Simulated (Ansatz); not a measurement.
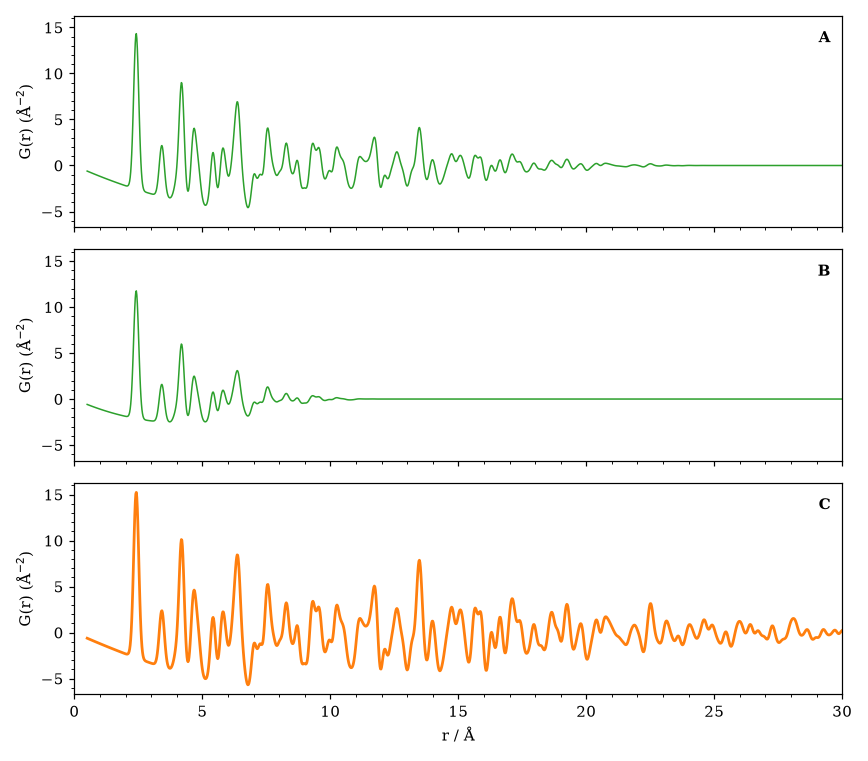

The curve is a calculated X-ray PDF: distances of the static structure, each pair weighted by the product of the atomic numbers (X-ray weights at Q = 0), broadened by Gaussians with σ = 0.10 Å, for spherical particles of Ni with the bulk structure: the bulk G(r) is multiplied by the envelope of a sphere of diameter D, 1 − 3r/2D + r³/2D³, with no surface relaxation. The number density is 0.0995 atoms per Å³. It is based on the geometry relaxed with DFT, LDA (PW92), plane waves (420 eV) with PAW, scalar-relativistic (Ansatz); the starting structure was generated, so it need not be a known form of this composition.

The diameters are 12, 25 and 40 Å. Which curve belongs to which?

Answer. curve A: 25 Å; curve B: 12 Å; curve C: 40 Å. The smaller the particle, the sooner the oscillations die out.
